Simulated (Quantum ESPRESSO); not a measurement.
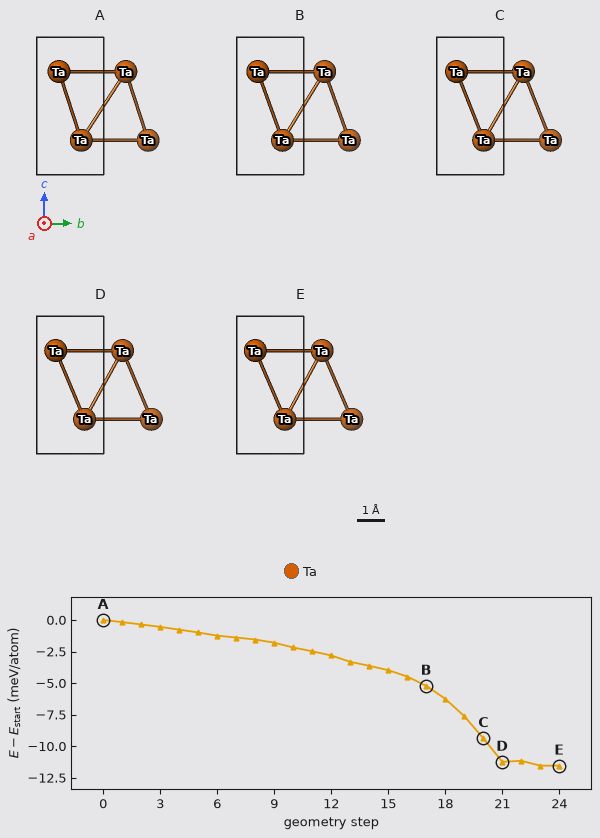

Frames of a relaxation of solid Ta (set up in Cmcm), marked on the history of the run. Style: ball-and-stick. Shown: the cell of the calculation, repeated 1 × 2 × 1 with one cell outlined, along the a axis.

The run lets the atoms move in a fixed cell. The cell is held at a strain of −2.0 % (uniaxial x).

Level of theory: Kohn-Sham DFT of a periodic cell, PBEsol, GBRV 1.5 PBEsol (Quantum ESPRESSO).

The input:
```
&CONTROL
  calculation = 'relax'
  prefix = 'pwscf'
  outdir = './tmp'
  pseudo_dir = './pseudo'
  tprnfor = .true.
  tstress = .true.
  disk_io = 'low'
  nstep = 40
  forc_conv_thr = 0.0004
  etot_conv_thr = 1d-05
/
&SYSTEM
  ibrav = 0
  celldm(1) = 8
  nat = 2
  ntyp = 1
  ecutwfc = 56
  ecutrho = 448
  nbnd = 20
  occupations = 'smearing'
  smearing = 'fd'
  degauss = 0.00367493
/
&ELECTRONS
  conv_thr = 4d-10
  electron_maxstep = 120
  mixing_beta = 0.5
/
&IONS
  ion_dynamics = 'bfgs'
/
ATOMIC_SPECIES
Ta   180.9479 ta_pbesol_v1.uspp.F.UPF
CELL_PARAMETERS alat
  0.6714113373877   0.0000000000000   0.0000000000000
 -0.3357056687057   0.5933257903845   0.0000000000000
  0.0000000000000   0.0000000000000   1.2203553680969
ATOMIC_POSITIONS crystal
Ta     0.3333333333    0.6666666667    0.2500000000
Ta     0.6666666667    0.3333333333    0.7500000000
K_POINTS automatic
11 11 5 0 0 0
```

Command:
```bash
OMP_NUM_THREADS=1 mpirun -n 2 pw.x -nk 2 -in pw.in > pw.out
```

> Describe the path.

The largest moves, 0.14 Å, are those of Ta atoms. The cell stays as it was. Among the contacts that change: Ta–Ta 3.078 → 2.937 Å, Ta–Ta 3.065 → 3.152 Å. The space group stays Cmcm (No. 63). After 24 geometry steps the energy has fallen by 11.5 meV per atom. The largest force component goes from 0.088 to 0.00057 eV/Å. From step 0 to 17: Ta atoms move most (0.05 Å), energy −5.2 meV per atom. From step 17 to 20: Ta atoms move most (0.04 Å), energy −4.1 meV per atom. From step 20 to 21: Ta atoms move most (0.03 Å), energy −1.9 meV per atom. From step 21 to 24: Ta atoms move most (0.02 Å), energy −0.3 meV per atom.

```csv
step,"E − E(0), meV/atom","largest force component, eV/Å"
0,0.00,0.0879
1,-0.16,0.0915
2,-0.35,0.0956
3,-0.54,0.0994
4,-0.76,0.1033
5,-0.98,0.1068
6,-1.24,0.1105
7,-1.38,0.1123
8,-1.54,0.1143
9,-1.79,0.1169
10,-2.17,0.1201
11,-2.47,0.1219
12,-2.81,0.1232
13,-3.31,0.1237
14,-3.63,0.1232
15,-3.97,0.1220
16,-4.48,0.1193
17,-5.21,0.1137
18,-6.24,0.1039
19,-7.61,0.0904
20,-9.36,0.0743
21,-11.23,0.0368
22,-11.15,0.0512
23,-11.53,0.0026
24,-11.54,0.0006
```
